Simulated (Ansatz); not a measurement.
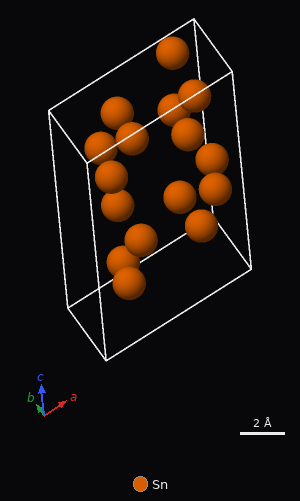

Starting frame of a dynamics run of a 16-atom cell of Sn. It starts from the last geometry of an earlier run, with fresh velocities. A spheres-only model of the reduced simulation cell, seen slightly off an axis. Lengths and directions refer to the drawn axes.

Computed with DFT PBEsol, scalar-relativistic, plane waves, PAW (Ansatz 0.2.0).

Input
```yaml
crystal:
  lattice:
    - [-6.6488162913, -6.6488162913, 0.0]
    - [0.0, -6.6488162913, 6.6488162913]
    - [-6.6488162913, 0.0, 6.6488162913]
  atoms:
    - { symbol: Sn, position: [0.7580603607, 0.2529365033, 0.2632107023] }
    - { symbol: Sn, position: [0.2584766454, 0.2791865096, 0.1979491855] }
    - { symbol: Sn, position: [0.7494358641, 0.7760086937, 0.2730610879] }
    - { symbol: Sn, position: [0.3348898273, 0.7485549434, 0.1437020726] }
    - { symbol: Sn, position: [0.7255523775, 0.2435853916, 0.7430556638] }
    - { symbol: Sn, position: [0.2116129969, 0.2836655266, 0.7556750408] }
    - { symbol: Sn, position: [0.7711895525, 0.7961735553, 0.6978559977] }
    - { symbol: Sn, position: [0.2626109647, 0.7521089792, 0.7528357125] }
    - { symbol: Sn, position: [0.3880830978, 0.3947477242, 0.3246518268] }
    - { symbol: Sn, position: [0.8991220798, 0.3808232811, 0.3495264937] }
    - { symbol: Sn, position: [0.3594061793, 0.8670510067, 0.3882155418] }
    - { symbol: Sn, position: [0.9896659541, 0.8134023772, 0.3422617004] }
    - { symbol: Sn, position: [0.390199392, 0.3779983769, 0.841742608] }
    - { symbol: Sn, position: [0.8231883478, 0.3841100036, 0.8557659569] }
    - { symbol: Sn, position: [0.4281005537, 0.9284911183, 0.8064732957] }
    - { symbol: Sn, position: [0.8082102428, 0.850575722, 0.9550969052] }
basis:
  ecutwfc: 420
kpoints:
  mp_grid: { grid: [2, 2, 2], shift: [0.5, 0.5, 0.5] }
hamiltonian:
  xc: pbesol
scf:
  occupations: { method: fermi_dirac, width: 0.05 }
  lower_state_search: "off"
  convergence: { dr2_threshold: 1.0e-07 }
output:
  forces: true
  stress: true
md:
  timestep: 3.0
  n_steps: 48
  ensemble: nvt_langevin
  temperature: 500.0
  initial_velocities: maxwell_boltzmann
  seed: 68208
  friction: 0.02
```

Launched with:
```bash
ansatz run input.yaml --threads 4 --pin off --max-ram 9216MiB --backend cpu --events-out ev --progress --plain --runs-dir out
```

What does the trajectory do?

Over the second half the temperature averages 668 K (spread ±69 K). That is above the set 500 K, because the structure releases potential energy faster than the thermostat removes it. The temperature is still falling (880 K in the second quarter, 650 K in the last), so the run isn't equilibrated. The potential energy is still drifting at the end, so the run hasn't reached equilibrium. The potential energy in the second half lies on average 167 meV per atom below the first frame. The first frame is far from relaxed (forces up to 3.7 eV/Å), so much of the motion is the structure settling. The mean pressure there is −1.7 GPa. In the second half of the run the atoms are, in the root-mean-square, this far from where they began (common drift taken out): Sn 0.32 Å. The run lasts only 144 fs, too short to tell vibration from diffusion.

Along the run (each row but the first and the last is the mean over the interval that it begins):

```json
{"time (fs)": "0.0", "potential energy (meV/atom)": "0.0", "T (K)": "469", "p (GPa)": "-0.2"}
{"time (fs)": "12.0", "potential energy (meV/atom)": "-26.1", "T (K)": "659", "p (GPa)": "-0.4"}
{"time (fs)": "24.0", "potential energy (meV/atom)": "-73.2", "T (K)": "866", "p (GPa)": "-0.9"}
{"time (fs)": "36.0", "potential energy (meV/atom)": "-111.0", "T (K)": "978", "p (GPa)": "-1.3"}
{"time (fs)": "48.0", "potential energy (meV/atom)": "-133.9", "T (K)": "875", "p (GPa)": "-1.6"}
{"time (fs)": "60.0", "potential energy (meV/atom)": "-148.6", "T (K)": "787", "p (GPa)": "-1.7"}
{"time (fs)": "72.0", "potential energy (meV/atom)": "-157.4", "T (K)": "670", "p (GPa)": "-1.8"}
{"time (fs)": "84.0", "potential energy (meV/atom)": "-162.8", "T (K)": "613", "p (GPa)": "-1.8"}
{"time (fs)": "96.0", "potential energy (meV/atom)": "-168.3", "T (K)": "781", "p (GPa)": "-1.7"}
{"time (fs)": "108.0", "potential energy (meV/atom)": "-172.0", "T (K)": "655", "p (GPa)": "-1.7"}
{"time (fs)": "120.0", "potential energy (meV/atom)": "-173.0", "T (K)": "700", "p (GPa)": "-1.7"}
{"time (fs)": "132.0", "potential energy (meV/atom)": "-170.3", "T (K)": "606", "p (GPa)": "-1.6"}
{"time (fs)": "144.0", "potential energy (meV/atom)": "-167.4", "T (K)": "600", "p (GPa)": "-1.6"}
```

The paths of the atoms:

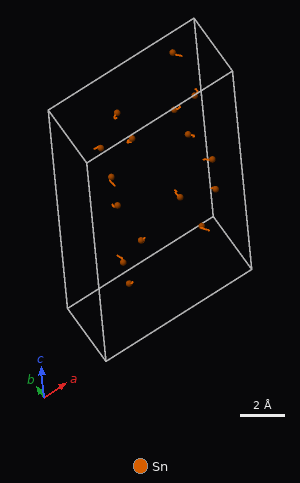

The run took 16 min on 4 threads of AMD EPYC (Zen 3), on a shared host, peak memory 1.8 GiB.
